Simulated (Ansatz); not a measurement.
## Single-point calculation of Al

- system: Al (slab, 3 atoms in the cell)
- method: DFT PBE, scalar-relativistic, plane waves, PAW, PAW set soft_1, no spin polarisation (Ansatz 0.2.0)

The structure derives from an entry of the Crystallography Open Database. Figures and captions count atoms from 1; the log counts them from 0 in places.

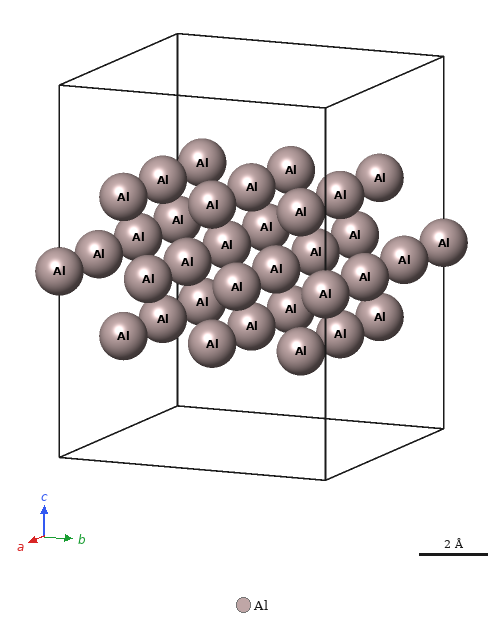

The input geometry (spheres-only view of the 3 × 3 repeat of the cell, with the vacuum cut short, seen slightly off an axis). An atom can appear more than once, as a periodic image.

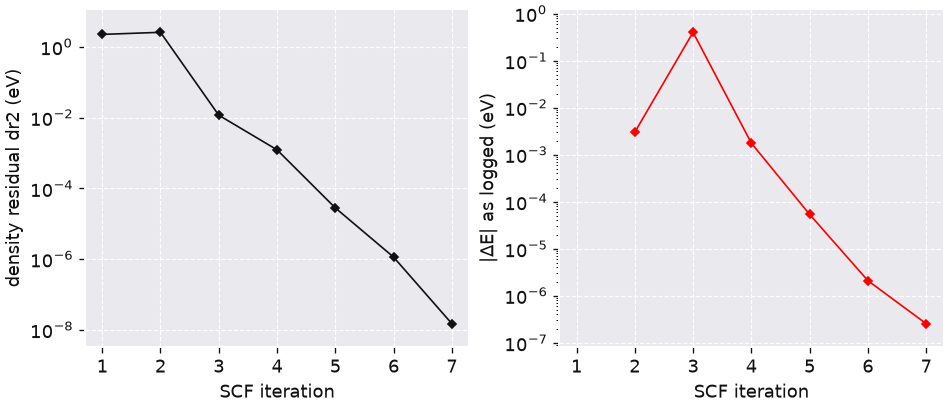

Convergence of the self-consistent field: density residual dr2 and size of the energy change against the SCF iteration. The residual falls almost steadily, with no more than small rises.

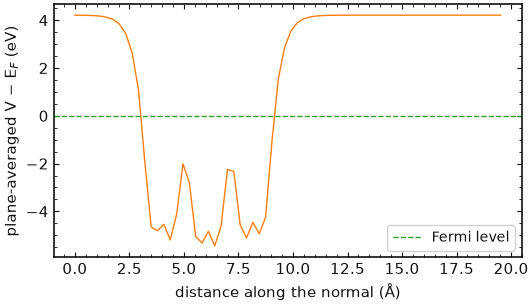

Plane average of the electrostatic potential energy of an electron across the cell, from the Fermi level. The vacuum level lies 4.21 eV above the Fermi level.

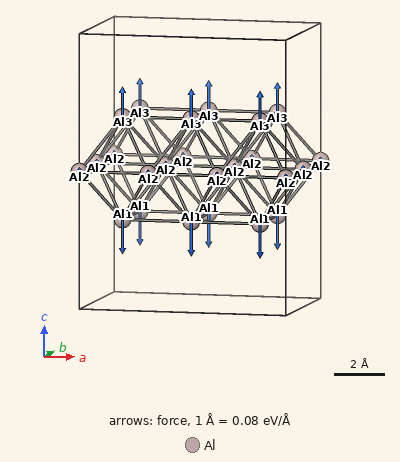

Forces on the atoms as blue arrows (ball-and-stick view of the 3 × 2 repeat of the cell, with the vacuum cut short, seen slightly off an axis; atoms are numbered from 1 in the order of the input). The largest act on Al1 (0.11 eV/Å); Al3 (0.10 eV/Å). The geometry is not a stationary point of this energy.

The input and output of the run follow.

**Input file**
```yaml
crystal:
  lattice:
    - [2.8567582918, 0.0, 0.0]
    - [0.0, 2.8567582918, 0.0]
    - [0.0, 0.0, 19.6746954375]
  atoms:
    - { symbol: Al, position: [0.5, 0.5, 0.203306832] }
    - { symbol: Al, position: [0.0, 0.0, 0.3092728611] }
    - { symbol: Al, position: [0.5, 0.5, 0.415492858] }
basis:
  ecutwfc: 420
kpoints:
  mp_grid: { grid: [9, 9, 1] }
hamiltonian:
  xc: pbe
  pseudopotentials: { kind: paw, azcp: { folder: soft_1 } }
scf:
  occupations: { method: gaussian, width: 0.1 }
output:
  forces: true
  eigenvalues: true
efield:
  axis: 3
  dipole_correction: true
  ramp_width: 0.04
```

Launch command:
```bash
ansatz run input.yaml --threads 1 --pin off --max-ram 3072MiB --backend cpu --events-out ev --progress --plain --runs-dir out
```

**Log**
```
Engine: ansatz 0.2.0, aarch64-unknown-linux-gnu
Pseudopotentials: kind: paw
Pseudopotential: Al, paw, valence charge 3, recommended cutoff 420 eV (normal), [file]
Functional definition: PBE
  parameter kappa = 0.804
  parameter beta = 0.06672455060314922
  exchange = pbe_x(kappa = kappa, mu = beta*pi^2/3)
  correlation = pbe_c(beta = beta)
Crystal: 3 atoms, lattice volume = 160.567 Å³
Basis set: ecut = 420 eV, 3149 PW (Γ), exchange–correlation on 40×40×270 points (8 copies of the dense FFT grid, shifted against one another)
Bands: 9, of which v1, the nominal top of the filled ones, is band 5 counted from 1 (4 counted from 0)
Symmetry: 8 space group operations
Space group: P4mm (ITA 99), of the structure as read, at distance tolerance 5.4e-5 Å
k-points: 15 of 81
Non-local potential: Al, projectors of the file, l = 0: 2, l = 1: 2, l = 2: 1
PAW form: soft (Blöchl's): semilocal exchange-correlation on the pseudo side does not see the compensation charge
PAW one-centre angular grid: Al, 110 points (default); XC on 64 Gauss nodes
Initial density: superposition of atomic densities (neutral atoms: chi_scale 0, normalization atom)
Initial wavefunctions: pseudopotential atomic-orbital guess
Functional: x = pbe(κ = 0.804, μ = 0.2195149727645171), c = pbe(β = 0.06672455060314922)
SCF iter   1: F=—  HF=-1611.925819 eV  |F-HF|=—  |Δ(HF+E_count)|=         —  Δρ=1.49e-2  dr2=2.27e0  ethr=3.10e-3  p=-0.000 e·Å  D=-2.18e-8 V/Å  ΔV_dip=0.00 eV  dr2_dipole=8.36e-6  V_vac-E_F(+/−)=6.23/6.23 eV  ⟨swp⟩=8.4  Hψ=1335  notcnv=0
efield: sawtooth ramp at fractional position 0.7894 (placed from the atoms, in the widest stretch of the axis that holds none; the zero of the levels goes with the place), width 0.0400; the density the first Hamiltonian is built on has a dipole p = -0.000 e·Å; the dipole correction subtracts the counter field D = -2.18e-8 V/Å, which shifts the + side's vacuum level by +0.00 eV against the − side's; the planar-averaged density in the ramp window peaks in size at 1.9e-8 e/Å³
preconditioner: auto → LDOS  [insulator: Δε(μ)=0.131 eV  Ē_g=7.017 eV  σ=0.100 eV  W_gap=0.64  n_scr=10 (ndim 8)  ℏωp=8.8 eV  f_vac=0.503  D(μ)=1.78/eV (n_scr^D=8)  ε∞_Penn≈2.6  β→1.0]
SCF iter   2: F=—  HF=-1611.922814 eV  |F-HF|=—  |Δ(HF+E_count)|=   3.01e-3  Δρ=1.36e-2  dr2=2.60e0  ethr=3.10e-3  p=0.000 e·Å  D=2.63e-4 V/Å  ΔV_dip=-0.01 eV  dr2_dipole=2.37e-5  V_vac-E_F(+/−)=2.82/2.82 eV  ⟨swp⟩=3.1  Hψ=402  notcnv=0  defer=4
SCF iter   3: F=—  HF=-1611.520939 eV  |F-HF|=—  |Δ(HF+E_count)|=   4.02e-1  Δρ=2.42e-3  dr2=1.18e-2  ethr=3.10e-3  p=0.000 e·Å  D=8.33e-5 V/Å  ΔV_dip=-0.00 eV  dr2_dipole=3.14e-6  V_vac-E_F(+/−)=4.37/4.37 eV  ⟨swp⟩=3.1  Hψ=340  notcnv=0  defer=7
SCF iter   4: F=—  HF=-1611.519165 eV  |F-HF|=—  |Δ(HF+E_count)|=   1.77e-3  Δρ=5.37e-4  dr2=1.24e-3  ethr=1.31e-4  p=0.000 e·Å  D=5.60e-5 V/Å  ΔV_dip=-0.00 eV  dr2_dipole=2.35e-7  V_vac-E_F(+/−)=4.22/4.23 eV  ⟨swp⟩=2.7  Hψ=238  notcnv=0  defer=6
SCF iter   5: F=—  HF=-1611.519219 eV  |F-HF|=—  |Δ(HF+E_count)|=   5.39e-5  Δρ=1.34e-4  dr2=2.83e-5  ethr=1.38e-5  p=0.000 e·Å  D=6.34e-5 V/Å  ΔV_dip=-0.00 eV  dr2_dipole=9.98e-9  V_vac-E_F(+/−)=4.21/4.21 eV  ⟨swp⟩=2.3  Hψ=180  notcnv=0  defer=6
SCF iter   6: F=—  HF=-1611.519221 eV  |F-HF|=—  |Δ(HF+E_count)|=   2.10e-6  Δρ=1.58e-5  dr2=1.15e-6  ethr=3.14e-7  p=0.000 e·Å  D=5.52e-5 V/Å  ΔV_dip=-0.00 eV  dr2_dipole=2.94e-11  V_vac-E_F(+/−)=4.21/4.21 eV  ⟨swp⟩=2.5  Hψ=206  notcnv=0  defer=6
SCF iter   7: F=-1611.519221 eV  HF=-1611.519221 eV  |F-HF|=1.99e-9  |Δ(HF+E_count)|=   2.55e-7  Δρ=1.65e-6  dr2=1.51e-8  ethr=1.11e-9  p=0.000 e·Å  D=6.00e-5 V/Å  ΔV_dip=-0.00 eV  dr2_dipole=1.25e-9  V_vac-E_F(+/−)=4.21/4.21 eV  ⟨swp⟩=10.7  Hψ=942  notcnv=0
SCF 1 converged in 7 iterations: F = -1611.519221 eV  dr2 = 1.51e-8
  greatest PAW one-centre occupation: 0.481 electrons in one spin orbital (limit 2), on the Al atom at site 2 (counted from 0), in its partial waves of l = 0
SCF converged after 7 iterations
Free energy (F): -1611.519221 eV
Harris-Foulkes:  -1611.519221 eV  (|F-HF|=1.99e-9)
Internal energy: -1611.512853 eV  (E = F + TS)
E sigma→0 (E₀):  -1611.516037 eV
Entropy (-TS):   -0.006368 eV (-2.123 meV/atom)
Fermi energy:    -0.315654 eV
Dipole field:    D = 0.000007 V/Å  (p = 0.000006 e·Å, saw-weighted, corrected)
Work function:   Φ+ = 4.2134 eV   Φ− = 4.2136 eV
Levels:          The Fermi level and band energies are counted from a zero that moves with the ramp; work functions are not
--- Per-component energies (eV) ---
  E_band       = -39.940010
  E_kinetic    = 61.766240
  E_local      = -1339.431777  (includes V_loc(G=0)·N_el)
  E_nonlocal   = 30.413303
  E_hartree    = 650.337650
  E_xc         = -109.733068
  E_vxc        = -83.020665  (∫ρ·V_xc dr)
  E_paw        = -1408.000177  (= ΣΔE_a)
  E_vpaw       = -10.342965  (= ΣTr[D̂ρ^β])
  E_aug_tail   = -0.000006  (compensation charges beyond the density's cutoff)
  E_efield     = 0.000000  (sawtooth field / dipole correction)
  E_vefield    = 0.000000  (∫n·V_field dr)
  E_ewald      = 503.134982
  E_smearing   = -0.006368  (= −TS)
  E_closure    = 0.000000  (closes the sum)
  Σ components = -1611.519221   (vs F -1611.519221, Δ=0.00e0)
--- Forces (eV/Å), atoms counted from 1 ---
  atom   1  Al     0.00000000     0.00000000    -0.11385048
  atom   2  Al     0.00000000     0.00000000     0.01452547
  atom   3  Al    -0.00000000     0.00000000     0.09933844
  max |Σ_I F_I| component: 1.34e-5 eV/Å
--- Band table (eV; the first three rows and the last of 15) ---
  k-point 0: bands = ["-10.7394", "-8.5759", "-5.3859", "-2.3852", "1.3832", "3.3161", "3.8038", "5.2815", "5.4360"]
  k-point 1: bands = ["-10.5168", "-8.3556", "-5.1669", "-2.1773", "1.5809", "2.8005", "3.5383", "4.0309", "4.7816"]
  k-point 2: bands = ["-9.8510", "-7.6969", "-4.5131", "-1.5587", "-0.2348", "1.8427", "2.2519", "4.2118", "4.6562"]
  k-point 14: bands = ["-3.8316", "-2.4786", "-1.7569", "-1.0986", "-0.4683", "0.2608", "1.0288", "1.2640", "2.2923"]
```

**Summary**

```json
{"quantity": "outcome", "value": "converged"}
{"quantity": "electrons treated", "value": "9"}
{"quantity": "free energy", "value": "−1611.5192 eV"}
{"quantity": "work function, top face", "value": "4.21 eV"}
{"quantity": "work function, bottom face", "value": "4.21 eV"}
{"quantity": "Fermi energy", "value": "−0.316 eV"}
{"quantity": "gap on the k-point mesh", "value": "none (metallic)"}
{"quantity": "work function (upper face)", "value": "4.21 eV"}
{"quantity": "largest force (length of the vector)", "value": "0.114 eV/Å"}
{"quantity": "hardware", "value": "1 thread of Arm Neoverse V2, 24 GiB of memory available, shared host"}
{"quantity": "wall time", "value": "2.7 s"}
{"quantity": "peak memory", "value": "0.31 GiB"}
```
